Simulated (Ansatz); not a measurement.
**GaP: geometry relaxation (part 2 of 3)**

The same run, continued: GaP (2 atoms in the cell); DFT PBEsol, scalar-relativistic, plane waves, PAW, spin-polarised (Ansatz 0.2.0); cutoff 420 eV, 1×1×28 k-mesh, Gaussian smearing of 0.05 eV, collinear spins. The structure derives from an entry of the Crystallography Open Database. It belongs to a series of runs on one base structure; here: strip chain of atoms.

Geometry of the input (Å; fractional positions):
```
10.9000  0.0000  0.0000
0.0000  9.3000  0.0000
0.0000  0.0000  2.2466
Ga 0.4125  0.5000  0.0000
P  0.5875  0.5000  0.5000
```

**Log, continued**
```
SCF iter   1: F=—  HF=-4481.439498 eV  |F-HF|=—  |Δ(HF+E_count)|=         —  Δρ=1.88e-4 (↑1.88e-4 ↓1.88e-4)  dr2=1.02e-5  dr2_m=2.44e-12  M=-0.000 μB ∫|m|=0.000 μB  β_m=0.30  ethr=1.39e-6  ⟨swp⟩=4.3  Hψ=4350  notcnv=0
preconditioner: auto → Resta (q_TF=auto, 1.763 Å⁻¹)  ε∞=1.5  [insulator: Δε(μ)=0.316 eV  Ē_g=14.204 eV  σ=0.050 eV  W_gap=1.00  n_scr=22 (ndim 8)  ℏωp=10.0 eV  f_vac=0.718  D(μ)=0.00/eV (n_scr^D=0)  ε∞_Penn≈1.5  vacuum switching on, ρ_ref=1.5e-2 e/Å³]
spin=Collinear: Resta preconditioning applied to the charge; magnetization (m = ρ↑ − ρ↓) channel mixes plain (no charge-response kernel on spin).
SCF iter   2: F=—  HF=-4481.443497 eV  |F-HF|=—  |Δ(HF+E_count)|=   4.00e-3  Δρ=1.32e-4 (↑1.32e-4 ↓1.32e-4)  dr2=4.22e-6  dr2_m=1.55e-12  M=-0.000 μB ∫|m|=0.000 μB  β_m=0.55  ethr=5.65e-8  ⟨swp⟩=2.2  Hψ=646  notcnv=0
SCF iter   3: F=—  HF=-4481.449065 eV  |F-HF|=—  |Δ(HF+E_count)|=   5.57e-3  Δρ=2.43e-5 (↑2.43e-5 ↓2.43e-5)  dr2=4.13e-7  dr2_m=2.16e-13  M=-0.000 μB ∫|m|=0.000 μB  β_m=0.66  ethr=2.35e-8  ⟨swp⟩=2.7  Hψ=712  notcnv=0
SCF iter   4: F=—  HF=-4481.449381 eV  |F-HF|=—  |Δ(HF+E_count)|=   3.17e-4  Δρ=5.43e-6 (↑5.43e-6 ↓5.43e-6)  dr2=6.26e-7  dr2_m=4.50e-14  M=-0.000 μB ∫|m|=0.000 μB  β_m=0.66  ethr=2.29e-9  ⟨swp⟩=3.3  Hψ=718  notcnv=0
SCF iter   5: F=—  HF=-4481.449391 eV  |F-HF|=—  |Δ(HF+E_count)|=   1.02e-5  Δρ=1.30e-6 (↑1.30e-6 ↓1.30e-6)  dr2=5.61e-8  dr2_m=1.95e-14  M=-0.000 μB ∫|m|=0.000 μB  β_m=0.57  ethr=2.29e-9  ⟨swp⟩=2.6  Hψ=580  notcnv=0
SCF iter   6: F=—  HF=-4481.449392 eV  |F-HF|=—  |Δ(HF+E_count)|=   9.84e-7  Δρ=2.67e-7 (↑2.67e-7 ↓2.67e-7)  dr2=7.63e-10  dr2_m=7.41e-15  M=-0.000 μB ∫|m|=0.000 μB  β_m=0.66  ethr=3.12e-10  ⟨swp⟩=2.2  Hψ=488  notcnv=0
SCF iter   7: F=—  HF=-4481.449392 eV  |F-HF|=—  |Δ(HF+E_count)|=   2.29e-8  Δρ=9.51e-8 (↑9.51e-8 ↓9.45e-8)  dr2=5.26e-11  dr2_m=3.34e-15  M=-0.000 μB ∫|m|=0.000 μB  β_m=0.66  ethr=4.24e-12  ⟨swp⟩=2.7  Hψ=710  notcnv=0
SCF iter   8: F=—  HF=-4481.449559 eV  |F-HF|=—  |Δ(HF+E_count)|=   1.67e-4  Δρ=4.10e-7 (↑4.10e-7 ↓4.10e-7)  dr2=4.08e-9  dr2_m=8.59e-16  M=-0.000 μB ∫|m|=0.000 μB  β_m=0.66  ethr=1.00e-12  ⟨swp⟩=14.2  Hψ=3383  notcnv=0
SCF iter   9: F=—  HF=-4481.449559 eV  |F-HF|=—  |Δ(HF+E_count)|=  6.54e-10  Δρ=3.90e-7 (↑3.90e-7 ↓3.90e-7)  dr2=3.68e-9  dr2_m=7.86e-16  M=-0.000 μB ∫|m|=0.000 μB  β_m=0.74  ethr=1.00e-12  ⟨swp⟩=1.0  Hψ=420  notcnv=0
SCF iter  10: F=—  HF=-4481.449559 eV  |F-HF|=—  |Δ(HF+E_count)|=   4.64e-9  Δρ=2.38e-7 (↑2.38e-7 ↓2.38e-7)  dr2=1.40e-9  dr2_m=1.09e-14  M=0.000 μB ∫|m|=0.000 μB  β_m=0.86  ethr=1.00e-12  ⟨swp⟩=3.0  Hψ=790  notcnv=0
SCF iter  11: F=—  HF=-4481.449559 eV  |F-HF|=—  |Δ(HF+E_count)|=   2.76e-9  Δρ=2.58e-8 (↑2.58e-8 ↓2.58e-8)  dr2=1.23e-11  dr2_m=1.59e-15  M=0.000 μB ∫|m|=0.000 μB  β_m=0.86  ethr=1.00e-12  ⟨swp⟩=3.0  Hψ=746  notcnv=0
SCF iter  12: F=—  HF=-4481.449559 eV  |F-HF|=—  |Δ(HF+E_count)|=  1.06e-10  Δρ=4.19e-8 (↑4.18e-8 ↓4.19e-8)  dr2=4.20e-11  dr2_m=7.11e-17  M=0.000 μB ∫|m|=0.000 μB  β_m=0.93  ethr=1.00e-12  ⟨swp⟩=6.6  Hψ=1917  notcnv=0  recentre
SCF iter  13: F=—  HF=-4481.449559 eV  |F-HF|=—  |Δ(HF+E_count)|=  5.91e-11  Δρ=2.28e-8 (↑2.28e-8 ↓2.28e-8)  dr2=1.19e-11  dr2_m=7.80e-18  M=0.000 μB ∫|m|=0.000 μB  β_m=0.86  ethr=1.00e-12  ⟨swp⟩=2.0  Hψ=502  notcnv=0
SCF iter  14: F=-4481.449559 eV  HF=-4481.449559 eV  |F-HF|=9.09e-13  |Δ(HF+E_count)|=  2.46e-11  Δρ=4.82e-9 (↑4.82e-9 ↓4.80e-9)  dr2=6.80e-13  dr2_m=1.16e-18  M=0.000 μB ∫|m|=0.000 μB  ethr=1.00e-12  ⟨swp⟩=5.5  Hψ=1437  notcnv=0
the starting moments were not kept: the SCF closed with an absolute magnetisation of 1.2e-9 μB, where they sum to 1 μB in size (2 sites). That is at most 0.1 of that sum. Measured as dr2_m measures the in/out step, that magnetisation stands 1.6e-19 eV from none, at or under the dr2_threshold of 7.2e-12 eV: it is no larger than a step whose dr2_m would equal this threshold.
SCF 7 converged in 14 iterations: F = -4481.449559 eV  dr2 = 6.80e-13
relax step   7: F+E_penalty+E_count = -4481.44955897 eV  Δ(F+E_penalty+E_count) = -1.618e-3 eV  max|allowed force component| = 1.998e-3 eV/Å  Δτ_max = 0.0000 Å  P = +0.002 GPa  Ω = 247.193 Å³  fix = [a, b, alpha, beta, gamma]  reactions: a -0.024, b +0.012 GPa  stress off target by 1.94e-2 GPa on what of the cell is left free  SCF on the basis re-selected at this cell (its energy is not comparable with the rows above)  (14 SCF iters)
```

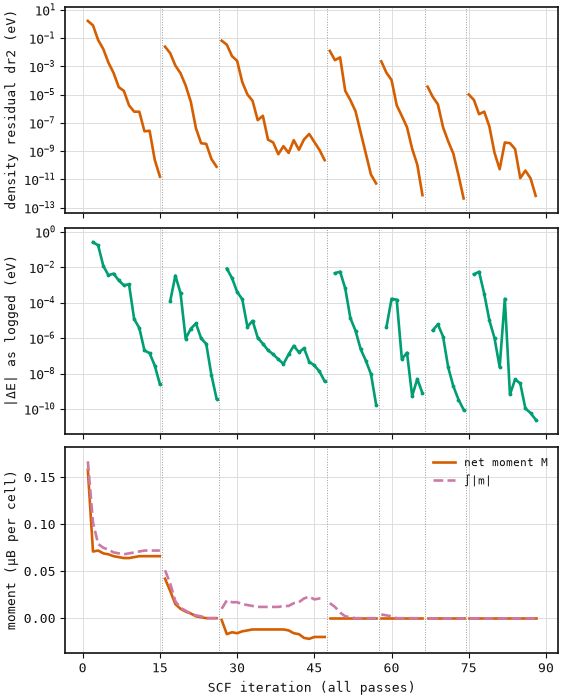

Figure 1. Convergence of the self-consistent field: density residual dr2, size of the energy change and magnetic moment against the SCF iteration. The dotted lines part the SCF passes of the relaxation: geometry steps, rejected trials and re-solves on a re-selected basis. The 7 passes take 8 to 21 iterations each, 88 in all. The net moment goes from 0.2 to 0.0 μB per cell, and ∫|m| falls to zero.

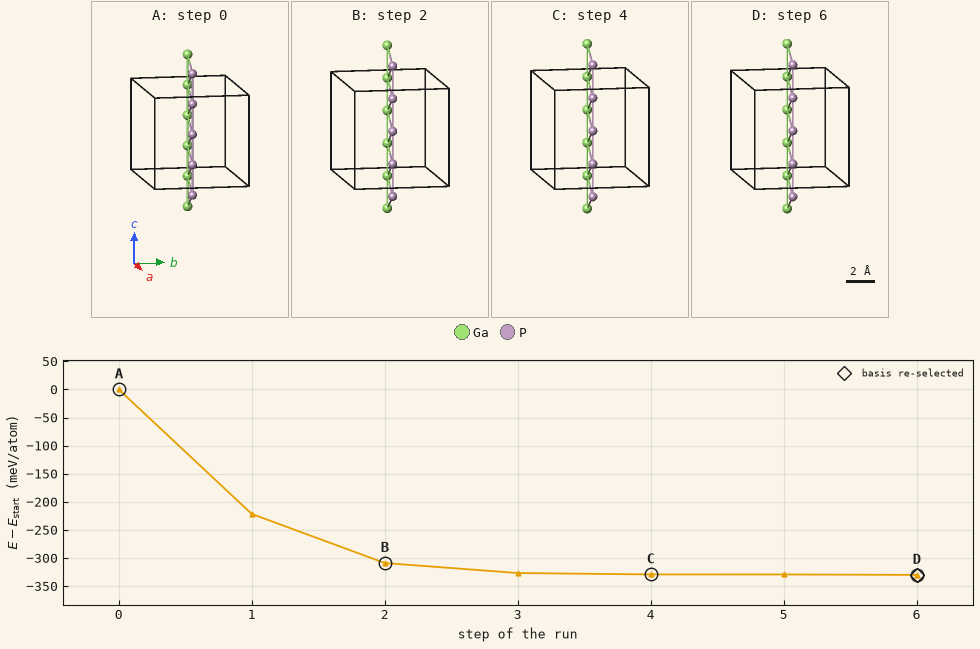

Figure 2. Frames of the relaxation (ball-and-stick view of the 3 repeat of the cell, with the vacuum cut short, with bonded neighbours outside it, seen slightly off an axis) above the curves, on which the letters mark them (the first geometry is step 0 here and step 1 in the log).

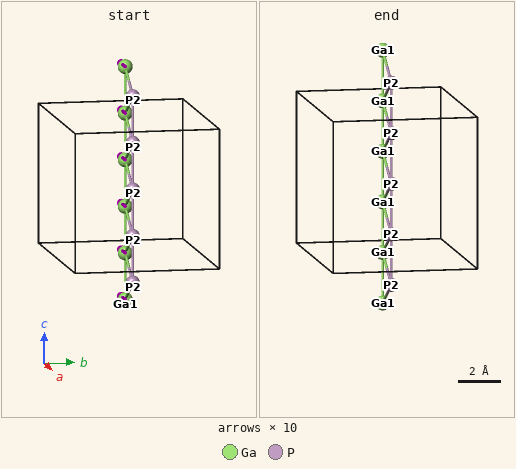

Figure 3. Before (left) and after (right) the relaxation, at one scale (ball-and-stick view of the 3 repeat of the cell, with the vacuum cut short, with bonded neighbours outside it, seen slightly off an axis). The pink arrows give the displacements (without the part carried along by the change of the cell), magnified 10 times. After 5 geometry steps the energy has fallen by 329 meV per atom. The largest force component goes from 3.4 to 0.002 eV/Å. The largest moves relative to the cell, 0.14 Å, are those of Ga1 and P2. Largest moves by element: Ga 0.14 Å, P 0.14 Å. Along the periodic axis the drawn cell goes c 6.740 → 7.316 Å (+8.5 %). Distances before and after: Ga1–P2 2.214 → 2.501 Å, Ga1–Ga1 2.247 → 2.439 Å, P2–P2 2.247 → 2.439 Å. Among the angles that change: P2–Ga1–P2 61.0° → 58.4°, Ga1–P2–Ga1 61.0° → 58.4°. A last SCF at the same geometry on a re-selected plane-wave basis shifts the energy by −0.8 meV per atom. (Atoms are counted from 1 in the order of the input.)

```
basis re-selected at this cell: Δ(F+E_penalty+E_count) = -1.618e-3 eV, ΔP = +0.008 GPa vs the last step (what re-selecting the basis moved, of the pressure what is left beyond the Pulay correction that the steps carried, after the strain that the cell walked since its last selection, with what the two solves' SCF thresholds leave and, on support functions, any second-order correction that the steps lacked; it is no measure of the basis error at this ecutwfc). The dense FFT grid was sized anew with the basis: this SCF ran on 75×64×18 points, the steps before it on 75×64×16, so part of this shift can come from that change (see relax.cell in the input reference). This SCF's stress stands 1.94e-2 GPa from its target on what of the cell is left free (relax.cell.stress_tol is 3.00e-2 GPa) and its largest allowed force component is 2.00e-3 eV/Å (relax.f_tol is 1.00e-2 eV/Å): within both
WARN: The output density's exchange-correlation potential varies sharply where the density is thin. Do not read a vacuum level from v_tot or v_xc, or from such a field of the output density. On a cell that repeats whose density bears no net charge and no dipole along the vacuum's axis use v_es (v_loc + v_h of the components); under efield.dipole_correction with no amplitude use v_es + v_field, which holds any external_charges[].barrier, or the levels of the report's work_function block, which leave it out; under a non-zero efield.amplitude the vacuum is tilted and has no level; on a cell that repeats and bears such a dipole with no correction it is tilted too, and efield.dipole_correction with no amplitude gives each side of its ramp a level where efield: is served; in a cell that repeats whose density bears a net charge (total_charge, or a fill off its count) it is curved and has none; of a slab under crystal.periodic whose density bears no net charge use v_es, which has a level on each side, short of where the two are joined; of another it falls or rises all the way out and has none; of a slab beside external_charges read slab_vacuum_level instead, which it has where they leave it neutral. The grid or the basis barely resolves most such structure, and the values can differ between equally converged runs; as a rule a tighter scf.convergence.dr2_threshold does not remove it. Where the density itself ripples (under the LDA too) a higher basis.ecutwfc lessens it. The files hold the spikes' plane waves up to the density's cutoff. Files: v_tot_of_output_density and the like, and their columns of v_z.tsv (output.write_potential); v_xc_of_output_density and the like, and their columns of v_comp_z.tsv (output.write_potential_components). Measured: with its Gaussian average of σ = 0.25 Å subtracted twice, the exchange-correlation potential is over 0.1 eV at 3256 of the grid points where the equally averaged density (valence and model cores) is under 1e-3 e/Å³, and 0.902 eV at the most among them, at an averaged density of 7.1e-6 e/Å³. The input density's (outcome.potential() and, of a run that writes arrays, v_tot and v_xc) is over 0.1 eV, so measured, at 3253 points of its own thin density, 0.902 eV at the most. See output.write_potential in the manual, Limitations
SCF converged after 14 iterations
Magnetization: 0.0000 μB (9.0000 up, 9.0000 down)
Absolute magnetization: 0.0000 μB (∫|ρ↑−ρ↓|, with the PAW one-centre terms)
Spin contamination: 0.0000 ħ² per cell (⟨S²⟩ above its minimum at these occupations)
Per-site moments (μB) at R_I (Å): [(-5.943139067987745e-11, 1.0058886500629989), (2.816614934770636e-10, 1.0058886500629989)]
Free energy (F): -4481.449559 eV
Harris-Foulkes:  -4481.449559 eV  (|F-HF|=9.09e-13)
Internal energy: -4481.449559 eV  (E = F + TS)
E sigma→0 (E₀):  -4481.449559 eV
Entropy (-TS):   -0.000000 eV (-0.000 meV/atom)
Fermi energy:    -2.345881 eV
--- Per-component energies (eV) ---
  E_band       = -234.349643
  E_kinetic    = 182.395632
  E_local      = -5076.809635  (includes V_loc(G=0)·N_el)
  E_nonlocal   = 456.807443
  E_hartree    = 2365.212128
  E_xc         = -127.762053
  E_vxc        = -116.113765  (∫ρ·V_xc dr)
  E_paw        = -2498.997594  (= ΣΔE_a)
  E_vpaw       = -411.053435  (= ΣTr[D̂ρ^β])
  E_aug_tail   = -0.000111  (compensation charges beyond the density's cutoff)
  E_ewald      = 216.795558
  E_core_change = 0.909074  (= ΣΔE_core)
  E_smearing   = -0.000000  (= −TS)
  E_closure    = -0.000000  (closes the sum)
  Σ components = -4481.449559   (vs F -4481.449559, Δ=0.00e0)
--- Forces (eV/Å), atoms counted from 1 ---
  atom   1  Ga     0.00199777    -0.00000000     0.00000000
  atom   2  P     -0.00199831     0.00000000     0.00000000
  max |Σ_I F_I| component: 5.31e-7 eV/Å
--- Stress (GPa, compression-positive) ---
       -0.023879       0.000000      -0.000000
        0.000000       0.011906      -0.000000
       -0.000000      -0.000000       0.019445
  P = ⅓ Tr σ = 0.0025 GPa (0.025 kbar)
--- Band table (eV; the first three rows and the last of 30) ---
  k-point 0 ↑: bands = ["-17.9704", "-17.5375", "-17.4542", "-17.2686", "-17.1844", "-14.8644", "-9.8010", "-5.4563", "-5.0425", "-2.0327", "0.7297", "0.9810", "1.9441", "2.6280"]
  k-point 1 ↑: bands = ["-17.9588", "-17.5358", "-17.4534", "-17.2740", "-17.1912", "-14.8338", "-9.7721", "-5.4265", "-5.0107", "-1.9998", "0.7588", "1.0122", "1.9761", "2.6599"]
  k-point 2 ↑: bands = ["-17.9247", "-17.5310", "-17.4510", "-17.2898", "-17.2109", "-14.7423", "-9.6852", "-5.3376", "-4.9156", "-1.9014", "0.8448", "1.1054", "2.0720", "2.7557"]
  k-point 14 ↓: bands = ["-17.6744", "-17.6617", "-17.4265", "-17.3895", "-17.0656", "-9.5806", "-8.2528", "-4.4719", "-2.8981", "-1.2075", "0.1763", "1.7202", "1.9578", "4.7700"]
--- Relaxed structure (6 steps of the walk, 6 accepted, 1 SCFs on fresh bases) ---
  F+E_penalty+E_count = -4481.44955897 eV   max|allowed force component| = 1.998e-3 eV/Å   (the final SCF, on the basis selected at the relaxed cell)
  cell:  # Å, volume = 247.1926 Å³
    - [10.9, 0.0, 0.0]
    - [0.0, 9.3, 0.0]
    - [0.0, 0.0, 2.4385179395466636]
  atoms:
    - { symbol: Ga, position: [0.39983981587666556, 0.5, 0.0] }
    - { symbol: P, position: [0.6001601841233344, 0.5, 0.49999999999999994] }
--- Löwdin populations: 2 sites ---
  site symbol       q [e]    m [muB]
     0     Ga     12.8867    -0.0000
     1      P      4.9729     0.0000
  spilling = 0.007795 (of n_electrons = 18.000000)
```

**File populations.tsv**
```
# site	symbol	l	j	q_up	q_dn
# orbitals = lowdin
# n_electrons = 18.000000
# spilling = 0.007795
0	Ga	0_4S	-	0.680728	0.680728
0	Ga	1_4P	-	0.769324	0.769324
0	Ga	2_3D	-	4.993321	4.993321
1	P	0_3S	-	0.848427	0.848427
1	P	1_3P	-	1.638045	1.638045
```

**Trajectory as extended XYZ (Å, eV, eV/Å), 7 frames, from step=1 to step=7**
```
2
Lattice="10.9000 0.0000 0.0000 0.0000 9.3000 0.0000 0.0000 0.0000 2.2466" Properties=species:S:1:pos:R:3:forces:R:3 step=1 energy=-4480.78964 pressure_GPa=3.41
Ga    4.4963    4.6500    0.0000   -3.3576   0.0000   0.0000
P     6.4037    4.6500    1.1233    3.3576   0.0000   0.0000
2
Lattice="10.9000 0.0000 0.0000 0.0000 9.3000 0.0000 0.0000 0.0000 2.3160" Properties=species:S:1:pos:R:3:forces:R:3 step=2 energy=-4481.23261 pressure_GPa=1.69
Ga    4.4409    4.6500    0.0000   -1.4020   0.0000   0.0000
P     6.4591    4.6500    1.1580    1.4020   0.0000   0.0000
2
Lattice="10.9000 0.0000 0.0000 0.0000 9.3000 0.0000 0.0000 0.0000 2.4097" Properties=species:S:1:pos:R:3:forces:R:3 step=3 energy=-4481.40723 pressure_GPa=0.55
Ga    4.4052    4.6500    0.0000   -0.7025   0.0000   0.0000
P     6.4948    4.6500    1.2049    0.7025   0.0000   0.0000
2
Lattice="10.9000 0.0000 0.0000 0.0000 9.3000 0.0000 0.0000 0.0000 2.4253" Properties=species:S:1:pos:R:3:forces:R:3 step=4 energy=-4481.44290 pressure_GPa=-0.02
Ga    4.3409    4.6500    0.0000    0.2264   0.0000   0.0000
P     6.5591    4.6500    1.2126   -0.2264   0.0000   0.0000
2
Lattice="10.9000 0.0000 0.0000 0.0000 9.3000 0.0000 0.0000 0.0000 2.4359" Properties=species:S:1:pos:R:3:forces:R:3 step=5 energy=-4481.44788 pressure_GPa=0.00
Ga    4.3567    4.6500    0.0000    0.0213   0.0000   0.0000
P     6.5433    4.6500    1.2180   -0.0213   0.0000   0.0000
2
Lattice="10.9000 0.0000 0.0000 0.0000 9.3000 0.0000 0.0000 0.0000 2.4385" Properties=species:S:1:pos:R:3:forces:R:3 step=6 energy=-4481.44794 pressure_GPa=-0.01
Ga    4.3583    4.6500    0.0000    0.0011   0.0000   0.0000
P     6.5417    4.6500    1.2193   -0.0011   0.0000   0.0000
2
Lattice="10.9000 0.0000 0.0000 0.0000 9.3000 0.0000 0.0000 0.0000 2.4385" Properties=species:S:1:pos:R:3:forces:R:3 step=7 energy=-4481.44956 pressure_GPa=0.00
Ga    4.3583    4.6500    0.0000    0.0020   0.0000   0.0000
P     6.5417    4.6500    1.2193   -0.0020   0.0000   0.0000
```

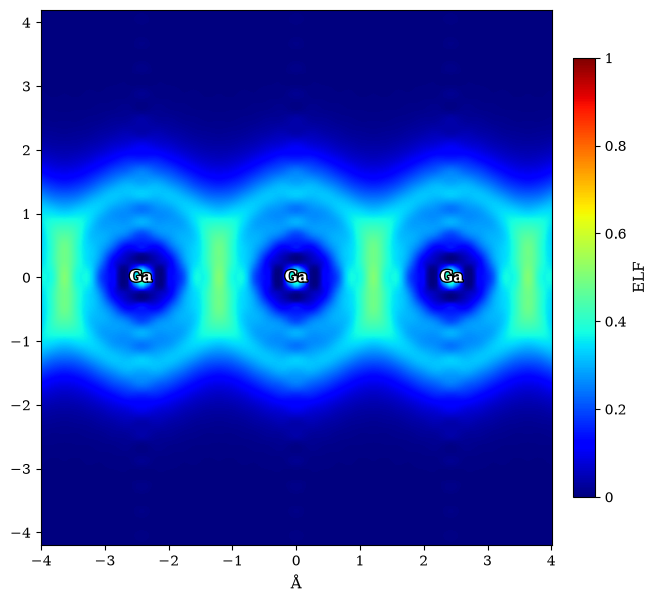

Figure 4. Electron localisation function on the (100) plane of the calculation cell, a cut from vacuum to vacuum. Atoms in the plane: Ga. Ga–Ga (2.44 Å): the ELF is about 0.50 at the midpoint (no localised pair between them). The strong features right at Ga lie inside the PAW spheres (semicore, d or f shells) and say nothing about bonding. Core electrons are frozen (PAW), so the fields are smoothed inside the atomic spheres.
